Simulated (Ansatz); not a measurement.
**Geometry relaxation, with input and output: Zn4HO4 (part 4 of 4)**

The same run, continued: Zn4HO4 (slab, 9 atoms in the cell); DFT LDA, scalar-relativistic, plane waves, PAW, PAW set soft_1, spin-polarised (Ansatz 0.2.0); cutoff 420 eV, 9×9×1 k-mesh, Gaussian smearing of 0.05 eV, collinear spins. The structure derives from an entry of the Crystallography Open Database. The input holds or restrains some coordinates. Forces given for the steps count only the free coordinates.

Geometry of the input (Å; fractional positions):
```
3.1873  0.0000  0.0000
-1.5937  2.7603  0.0000
0.0000  0.0000  23.6872
O  0.3333  0.6667  0.1689
Zn 0.6667  0.3333  0.1953
O  0.6667  0.3333  0.2776
Zn 0.3333  0.6667  0.3041
O  0.3333  0.6667  0.3900
Zn 0.6667  0.3333  0.4102
O  0.6667  0.3333  0.4989
Zn 0.3333  0.6667  0.5145
H  0.3333  1.1667  0.5270
```

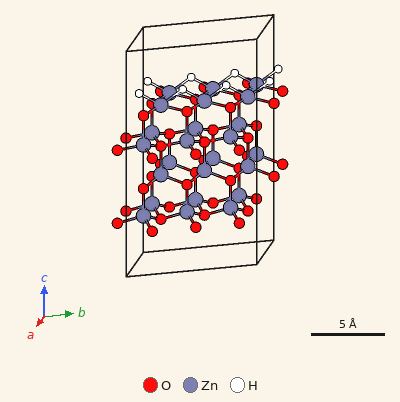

Figure 1. The geometry at step 5 of the log (ball-and-stick view of the 2 × 3 repeat of the cell, with the vacuum cut short, seen slightly off an axis; bonded neighbours outside the cell are drawn too).

### What the program printed, continued
```
relax step   9: F+E_penalty+E_count = -15219.64067475 eV  Δ(F+E_penalty+E_count) = -2.875e-3 eV  max|allowed force component| = 2.496e-3 eV/Å  Δτ_max = 0.0616 Å  (10 SCF iters, accepted)
WARN: The output density's exchange-correlation potential varies sharply where the density is thin. Do not read a vacuum level from v_tot or v_xc, or from such a field of the output density. On a cell that repeats whose density bears no net charge and no dipole along the vacuum's axis use v_es (v_loc + v_h of the components); under efield.dipole_correction with no amplitude use v_es + v_field, which holds any external_charges[].barrier, or the levels of the report's work_function block, which leave it out; under a non-zero efield.amplitude the vacuum is tilted and has no level; on a cell that repeats and bears such a dipole with no correction it is tilted too, and efield.dipole_correction with no amplitude gives each side of its ramp a level where efield: is served; in a cell that repeats whose density bears a net charge (total_charge, or a fill off its count) it is curved and has none; of a slab under crystal.periodic whose density bears no net charge use v_es, which has a level on each side, short of where the two are joined; of another it falls or rises all the way out and has none; of a slab beside external_charges read slab_vacuum_level instead, which it has where they leave it neutral. The grid or the basis barely resolves most such structure, and the values can differ between equally converged runs; as a rule a tighter scf.convergence.dr2_threshold does not remove it. Where the density itself ripples (under the LDA too) a higher basis.ecutwfc lessens it. The files hold the spikes' plane waves up to the density's cutoff. Files: v_tot_of_output_density and the like, and their columns of v_z.tsv (output.write_potential); v_xc_of_output_density and the like, and their columns of v_comp_z.tsv (output.write_potential_components). Measured: with its Gaussian average of σ = 0.25 Å subtracted twice, the exchange-correlation potential is over 0.1 eV at 192 of the grid points where the equally averaged density (valence and model cores) is under 1e-3 e/Å³, and 0.364 eV at the most among them, at an averaged density of 2.3e-5 e/Å³. The input density's (outcome.potential() and, of a run that writes arrays, v_tot and v_xc) is over 0.1 eV, so measured, at 204 points of its own thin density, 0.364 eV at the most. See output.write_potential in the manual, Limitations
SCF converged after 10 iterations
Magnetization: 0.8016 μB (36.9008 up, 36.0992 down)
Absolute magnetization: 0.8272 μB (∫|ρ↑−ρ↓|, with the PAW one-centre terms)
Spin contamination: 0.0070 ħ² per cell (⟨S²⟩ above its minimum at these occupations)
Per-site moments (μB) at R_I (Å): [(0.10820313881801445, 0.8018673979061524), (0.03277666259521716, 0.8018673979061524), (0.001401250411644988, 0.8018673979061525), (0.0007247373852075249, 0.8018673979061525), (0.0023878799655163894, 0.7843333204031155), (0.004342398994774003, 0.7843333204031155), (0.089611576039446, 0.7741713427918459), (0.02088275595430753, 0.7741713427918459), (0.3764567291321919, 0.8488791700923097)]
Free energy (F): -15219.640675 eV
Harris-Foulkes:  -15219.640675 eV  (|F-HF|=8.48e-9)
Internal energy: -15219.637340 eV  (E = F + TS)
E sigma→0 (E₀):  -15219.639007 eV
Entropy (-TS):   -0.003335 eV (-0.371 meV/atom)
Fermi energy:    -0.463592 eV
Dipole field:    D = 0.096066 V/Å  (p = 0.110639 e·Å, saw-weighted, corrected)
Work function:   Φ+ = 6.1767 eV   Φ− = 8.4523 eV
Levels:          The Fermi level and band energies are counted from a zero that moves with the ramp; work functions are not
--- Per-component energies (eV) ---
  E_band       = -491.900976
  E_kinetic    = 1271.527686
  E_local      = -79335.474511  (includes V_loc(G=0)·N_el)
  E_nonlocal   = 3521.683176
  E_hartree    = 38250.680682
  E_xc         = -597.892400
  E_vxc        = -575.593798  (∫ρ·V_xc dr)
  E_paw        = -7913.172299  (= ΣΔE_a)
  E_vpaw       = -1874.799656  (= ΣTr[D̂ρ^β])
  E_aug_tail   = 0.001498  (compensation charges beyond the density's cutoff)
  E_efield     = 0.005314  (sawtooth field / dipole correction)
  E_vefield    = -0.627558  (∫n·V_field dr)
  E_ewald      = 29576.387254
  E_core_change = 6.616260  (= ΣΔE_core)
  E_smearing   = -0.003335  (= −TS)
  E_closure    = 0.000000  (closes the sum)
  Σ components = -15219.640675   (vs F -15219.640675, Δ=0.00e0)
--- Forces (eV/Å), atoms counted from 1 ---
  atom   1  O      0.00016909     0.00009762     1.46165170
  atom   2  Zn    -0.00014421    -0.00008326    -1.95114669
  atom   3  O     -0.00029270    -0.00016899     1.17857372
  atom   4  Zn     0.00046003     0.00026560    -0.56033380
  atom   5  O      0.00574838     0.00331883    -0.34261401
  atom   6  Zn     0.00908452     0.00524495     0.45647731
  atom   7  O      0.34586403     0.19968469    -1.72342706
  atom   8  Zn    -0.06319886    -0.03648788     1.48316195
  atom   9  H     -0.29768983    -0.17187130    -0.00249602
  max |Σ_I F_I| component: 1.53e-4 eV/Å
--- Band table (eV; the first three rows and the last of 50) ---
  k-point 0 ↑: bands = ["-20.0948", "-19.6531", "-18.7663", "-16.9987", "-8.3526", "-8.2907", "-8.0453", "-8.0446", "-7.9350", "-7.7439", "-7.0969", "-7.0607", "-7.0607", "-6.6766", "-6.6603", "-6.4667", "-6.4616", "-6.3723", "-6.0719", "-6.0718", "-5.8120", "-5.8120", "-5.3985", "-4.9439", "-4.9439", "-4.8093", "-3.4917", "-2.2756", "-2.2746", "-2.1807", "-1.9734", "-1.9719", "-1.4297", "-1.4297", "-1.0033", "-0.1533", "-0.1532", "0.4538", "1.9395", "2.9408", "4.2940", "5.3532", "6.7437", "7.2806", "7.7635", "8.6088"]
  k-point 1 ↑: bands = ["-20.0195", "-19.5960", "-18.7068", "-16.9416", "-8.3806", "-8.2595", "-8.1323", "-7.9789", "-7.8783", "-7.7032", "-7.1049", "-7.0328", "-7.0074", "-6.7663", "-6.6637", "-6.4772", "-6.4621", "-6.1609", "-6.0849", "-6.0155", "-5.8137", "-5.8047", "-5.3833", "-4.9863", "-4.9478", "-4.6693", "-3.4760", "-2.7550", "-2.5602", "-2.4748", "-2.1584", "-2.0864", "-1.7144", "-1.5659", "-0.8754", "-0.6297", "-0.2844", "0.8730", "2.3671", "3.4252", "4.6946", "5.5746", "6.7904", "7.4253", "7.8699", "8.4240"]
  k-point 2 ↑: bands = ["-19.8216", "-19.4509", "-18.5527", "-16.7944", "-8.4947", "-8.2620", "-8.0532", "-7.8091", "-7.7948", "-7.6162", "-7.1778", "-6.9042", "-6.8690", "-6.8005", "-6.6728", "-6.4631", "-6.4426", "-6.0801", "-5.9543", "-5.8711", "-5.8049", "-5.7068", "-5.3373", "-4.9842", "-4.9513", "-4.4584", "-3.8975", "-3.5841", "-3.1083", "-2.9917", "-2.7986", "-2.5795", "-1.9186", "-1.6926", "-1.5206", "-0.8060", "-0.6199", "1.7805", "3.2129", "4.3910", "5.3840", "6.1114", "6.4194", "7.6544", "7.9417", "8.4036"]
  k-point 24 ↓: bands = ["-19.2455", "-19.1266", "-18.2140", "-16.2979", "-8.4071", "-8.1878", "-7.5863", "-7.3968", "-7.3550", "-7.3299", "-7.0452", "-6.6406", "-6.6010", "-6.5714", "-6.4676", "-6.3969", "-6.3267", "-6.1577", "-5.8557", "-5.7581", "-5.7410", "-5.6028", "-5.5034", "-5.3276", "-5.0462", "-4.8702", "-4.6016", "-4.4200", "-4.2192", "-3.9632", "-3.7281", "-3.1983", "-2.9684", "-2.3310", "-1.4969", "-0.7558", "-0.0148", "4.1396", "4.5485", "5.2822", "6.1837", "6.7759", "6.7877", "7.1308", "7.7131", "8.3041"]
--- Relaxed structure (9 steps of the walk, 9 accepted, 0 SCFs on fresh bases) ---
  F+E_penalty+E_count = -15219.64067475 eV   max|allowed force component| = 2.496e-3 eV/Å
  atoms:
    - { symbol: O, position: [0.3333333333, 0.6666666666499997, 0.16886774049999997] }
    - { symbol: Zn, position: [0.6666666667000001, 0.33333333334999987, 0.1953153449] }
    - { symbol: O, position: [0.6666666667000001, 0.33333333334999987, 0.27763619559999997] }
    - { symbol: Zn, position: [0.3333333333, 0.6666666666499997, 0.3040838] }
    - { symbol: O, position: [0.3333333333, 0.6666666666499997, 0.39000770749999997] }
    - { symbol: Zn, position: [0.6666666667000001, 0.33333333334999987, 0.4102106352] }
    - { symbol: O, position: [0.6666666667000001, 0.33333333334999987, 0.49894017339999996] }
    - { symbol: Zn, position: [0.3333333333, 0.6666666666499997, 0.514505246] }
    - { symbol: H, position: [0.33333333329999976, 1.1666666666499999, 0.5766504789624687] }
--- Löwdin populations: 9 sites ---
  site symbol       q [e]    m [muB]
     0      O      7.0668     0.1360
     1     Zn     10.4949     0.0177
     2      O      7.2582     0.0018
     3     Zn     10.5782    -0.0001
     4      O      7.2707     0.0030
     5     Zn     10.5676     0.0010
     6      O      7.2264     0.0939
     7     Zn     10.5912     0.0011
     8      H      1.2208     0.5402
  spilling = 0.009935 (of n_electrons = 73.000000)
```

### File populations.tsv
```
# site	symbol	l	j	q_up	q_dn
# orbitals = lowdin
# n_electrons = 73.000000
# spilling = 0.009935
0	O	0_2S	-	0.945639	0.944666
0	O	1_2P	-	2.655765	2.520770
1	Zn	0_4S	-	0.282923	0.288030
1	Zn	2_3D	-	4.973387	4.950556
2	O	0_2S	-	0.932823	0.933104
2	O	1_2P	-	2.697194	2.695092
3	Zn	0_4S	-	0.300464	0.301017
3	Zn	2_3D	-	4.988600	4.988106
4	O	0_2S	-	0.928673	0.929275
4	O	1_2P	-	2.708153	2.704551
5	Zn	0_4S	-	0.296635	0.297567
5	Zn	2_3D	-	4.987667	4.985750
6	O	0_2S	-	0.939770	0.935138
6	O	1_2P	-	2.720381	2.631074
7	Zn	0_4S	-	0.310353	0.319566
7	Zn	2_3D	-	4.985751	4.975486
8	H	0_1S	-	0.880474	0.340321
```

### Trajectory as extended XYZ (Å, eV, eV/Å), 9 frames, from step=1 to step=9
```
9
Lattice="3.1873 0.0000 0.0000 -1.5937 2.7603 0.0000 0.0000 0.0000 23.6872" Properties=species:S:1:pos:R:3:forces:R:3 step=1 energy=-15218.23997
O     0.0000    1.8402    4.0000    0.0001   0.0001   1.6733
Zn    1.5937    0.9201    4.6265   -0.0001   0.0000  -2.2890
O     1.5937    0.9201    6.5764   -0.0022  -0.0013   1.5640
Zn    0.0000    1.8402    7.2029    0.0001   0.0001  -1.0658
O     0.0000    1.8402    9.2382   -0.0154  -0.0089   0.2490
Zn    1.5937    0.9201    9.7167   -0.0131  -0.0075  -0.5259
O     1.5937    0.9201   11.8185    1.0516   0.6072  -3.0288
Zn    0.0000    1.8402   12.1872   -0.0443  -0.0256   1.2685
H    -0.7968    3.2204   12.4826   -0.9768  -0.5640   2.1545
9
Lattice="3.1873 0.0000 0.0000 -1.5937 2.7603 0.0000 0.0000 0.0000 23.6872" Properties=species:S:1:pos:R:3:forces:R:3 step=2 energy=-15218.45612
O     0.0000    1.8402    4.0000   -0.0001  -0.0001   1.6488
Zn    1.5937    0.9201    4.6265    0.0002   0.0001  -2.2584
O     1.5937    0.9201    6.5764   -0.0018  -0.0011   1.5370
Zn    0.0000    1.8402    7.2029    0.0003   0.0002  -1.0227
O     0.0000    1.8402    9.2382   -0.0092  -0.0053   0.1977
Zn    1.5937    0.9201    9.7167   -0.0080  -0.0046  -0.4270
O     1.5937    0.9201   11.8185    0.9284   0.5360  -3.0413
Zn    0.0000    1.8402   12.1872   -0.0586  -0.0338   1.1689
H    -0.7968    3.2204   12.5808   -0.8512  -0.4914   2.1969
9
Lattice="3.1873 0.0000 0.0000 -1.5937 2.7603 0.0000 0.0000 0.0000 23.6872" Properties=species:S:1:pos:R:3:forces:R:3 step=3 energy=-15218.87481
O     0.0000    1.8402    4.0000   -0.0004  -0.0002   1.5998
Zn    1.5937    0.9201    4.6265    0.0004   0.0002  -2.1878
O     1.5937    0.9201    6.5764   -0.0012  -0.0007   1.4622
Zn    0.0000    1.8402    7.2029    0.0005   0.0003  -0.9154
O     0.0000    1.8402    9.2382    0.0007   0.0004   0.0629
Zn    1.5937    0.9201    9.7167    0.0038   0.0022  -0.2122
O     1.5937    0.9201   11.8185    0.9102   0.5255  -2.9879
Zn    0.0000    1.8402   12.1872   -0.1036  -0.0598   1.1745
H    -0.7968    3.2204   12.7758   -0.8103  -0.4678   2.0036
9
Lattice="3.1873 0.0000 0.0000 -1.5937 2.7603 0.0000 0.0000 0.0000 23.6872" Properties=species:S:1:pos:R:3:forces:R:3 step=4 energy=-15219.22026
O     0.0000    1.8402    4.0000   -0.0006  -0.0003   1.5513
Zn    1.5937    0.9201    4.6265    0.0005   0.0003  -2.1100
O     1.5937    0.9201    6.5764   -0.0011  -0.0006   1.3732
Zn    0.0000    1.8402    7.2029    0.0005   0.0003  -0.7984
O     0.0000    1.8402    9.2382    0.0037   0.0021  -0.0790
Zn    1.5937    0.9201    9.7167    0.0122   0.0070   0.0065
O     1.5937    0.9201   11.8185    0.8560   0.4942  -2.8579
Zn    0.0000    1.8402   12.1872   -0.1248  -0.0721   1.3981
H    -0.7968    3.2204   12.9708   -0.7465  -0.4310   1.5162
9
Lattice="3.1873 0.0000 0.0000 -1.5937 2.7603 0.0000 0.0000 0.0000 23.6872" Properties=species:S:1:pos:R:3:forces:R:3 step=5 energy=-15219.45865
O     0.0000    1.8402    4.0000   -0.0008  -0.0005   1.5119
Zn    1.5937    0.9201    4.6265    0.0007   0.0004  -2.0402
O     1.5937    0.9201    6.5764   -0.0011  -0.0006   1.2874
Zn    0.0000    1.8402    7.2029    0.0004   0.0002  -0.6920
O     0.0000    1.8402    9.2382    0.0034   0.0020  -0.2015
Zn    1.5937    0.9201    9.7167    0.0192   0.0111   0.1987
O     1.5937    0.9201   11.8185    0.7320   0.4226  -2.6595
Zn    0.0000    1.8402   12.1872   -0.1408  -0.0813   1.6776
H    -0.7968    3.2204   13.1658   -0.6130  -0.3539   0.9176
9
Lattice="3.1873 0.0000 0.0000 -1.5937 2.7603 0.0000 0.0000 0.0000 23.6872" Properties=species:S:1:pos:R:3:forces:R:3 step=6 energy=-15219.58310
O     0.0000    1.8402    4.0000   -0.0009  -0.0005   1.4838
Zn    1.5937    0.9201    4.6265    0.0008   0.0004  -1.9872
O     1.5937    0.9201    6.5764   -0.0011  -0.0006   1.2196
Zn    0.0000    1.8402    7.2029    0.0003   0.0002  -0.6098
O     0.0000    1.8402    9.2382    0.0017   0.0010  -0.2931
Zn    1.5937    0.9201    9.7167    0.0200   0.0115   0.3507
O     1.5937    0.9201   11.8185    0.5726   0.3306  -2.3694
Zn    0.0000    1.8402   12.1872   -0.1324  -0.0764   1.8578
H    -0.7968    3.2204   13.3658   -0.4611  -0.2662   0.3474
9
Lattice="3.1873 0.0000 0.0000 -1.5937 2.7603 0.0000 0.0000 0.0000 23.6872" Properties=species:S:1:pos:R:3:forces:R:3 step=7 energy=-15219.62631
O     0.0000    1.8402    4.0000    0.0002   0.0001   1.4659
Zn    1.5937    0.9201    4.6265   -0.0002  -0.0001  -1.9597
O     1.5937    0.9201    6.5764   -0.0004  -0.0002   1.1896
Zn    0.0000    1.8402    7.2029    0.0005   0.0003  -0.5740
O     0.0000    1.8402    9.2382    0.0061   0.0035  -0.3316
Zn    1.5937    0.9201    9.7167    0.0101   0.0058   0.4219
O     1.5937    0.9201   11.8185    0.4459   0.2574  -1.9402
Zn    0.0000    1.8402   12.1872   -0.0808  -0.0467   1.4995
H    -0.7968    3.2204   13.5258   -0.3814  -0.2202   0.2285
9
Lattice="3.1873 0.0000 0.0000 -1.5937 2.7603 0.0000 0.0000 0.0000 23.6872" Properties=species:S:1:pos:R:3:forces:R:3 step=8 energy=-15219.63780
O     0.0000    1.8402    4.0000    0.0002   0.0001   1.4610
Zn    1.5937    0.9201    4.6265   -0.0001  -0.0001  -1.9497
O     1.5937    0.9201    6.5764   -0.0002  -0.0001   1.1767
Zn    0.0000    1.8402    7.2029    0.0004   0.0003  -0.5579
O     0.0000    1.8402    9.2382    0.0057   0.0033  -0.3433
Zn    1.5937    0.9201    9.7167    0.0085   0.0049   0.4659
O     1.5937    0.9201   11.8185    0.3070   0.1772  -1.6289
Zn    0.0000    1.8402   12.1872   -0.0562  -0.0324   1.4648
H    -0.7968    3.2204   13.7208   -0.2652  -0.1531  -0.0889
9
Lattice="3.1873 0.0000 0.0000 -1.5937 2.7603 0.0000 0.0000 0.0000 23.6872" Properties=species:S:1:pos:R:3:forces:R:3 step=9 energy=-15219.64068
O     0.0000    1.8402    4.0000    0.0002   0.0001   1.4617
Zn    1.5937    0.9201    4.6265   -0.0001  -0.0001  -1.9511
O     1.5937    0.9201    6.5764   -0.0003  -0.0002   1.1786
Zn    0.0000    1.8402    7.2029    0.0005   0.0003  -0.5603
O     0.0000    1.8402    9.2382    0.0057   0.0033  -0.3426
Zn    1.5937    0.9201    9.7167    0.0091   0.0052   0.4565
O     1.5937    0.9201   11.8185    0.3459   0.1997  -1.7234
Zn    0.0000    1.8402   12.1872   -0.0632  -0.0365   1.4832
H    -0.7968    3.2204   13.6592   -0.2977  -0.1719  -0.0025
```

### Key numbers

| quantity | value |
| --- | --- |
| outcome | converged under the restraints of the input |
| electrons treated | 73 |
| free energy | −15219.6407 eV |
| work function, top face | 6.18 eV |
| work function, bottom face | 8.45 eV |
| Fermi energy | −0.464 eV |
| gap on the k-point mesh | none (metallic) |
| net moment of the cell | 0.80 μB |
| integrated absolute moment | 0.83 μB |
| final volume | 208.40 Å³ |
| work function (upper face) | 6.18 eV |
| largest force (length of the vector) at the end, held atoms and coordinates included | 1.951 eV/Å |
| hardware | 4 threads of Arm Neoverse N1, 98 GiB of memory available, shared host |
| wall time | 14 min (CPU time 53 min) |
| peak memory | 1.3 GiB |

### Notes

The electronic state found may not be the lowest one. Notes on the run: a screening estimate came out negative during mixing; the PAW datasets were made with another functional; some starting moments were not kept; the exchange-correlation potential is rough where the density is thin.
